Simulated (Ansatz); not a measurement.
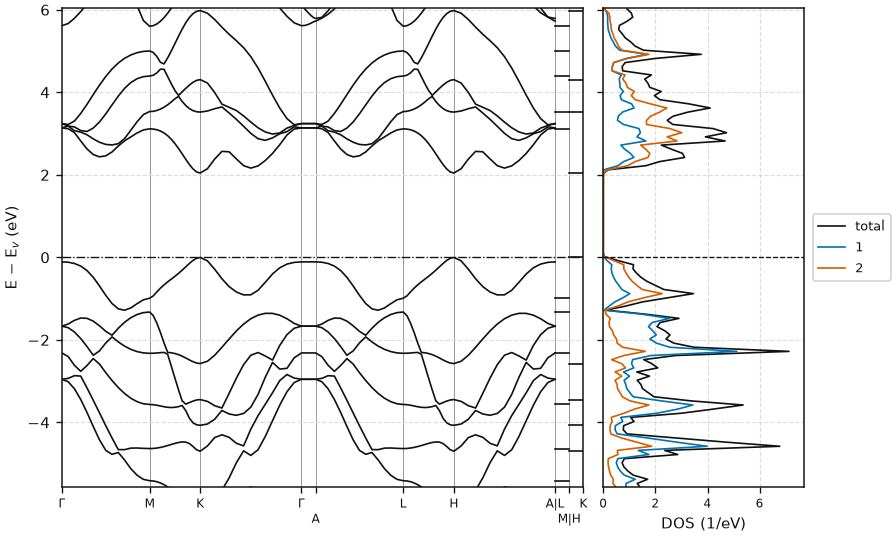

Band structure and density of states. Energies are counted from the top of the valence band. The partial curves are projected on Löwdin-orthogonalised atomic shells.

Structure: WS2, space group P-6m2, 3 atoms in the cell.

Method: DFT r2SCAN, scalar-relativistic, plane waves, PAW, no spin polarisation, 12×12×2 k mesh, Gaussian smearing of 0.02 eV (Ansatz 0.2.0).

Assign each number in the legend. The candidates: S 3p, W 5d.

1 is S 3p; 2 is W 5d.

Metal, semiconductor or insulator, and what is the gap?

The material is gapped. The gap along this path is 2.05 eV and direct: both edges lie at K.

Spin-orbit coupling is left out, which matters for W.
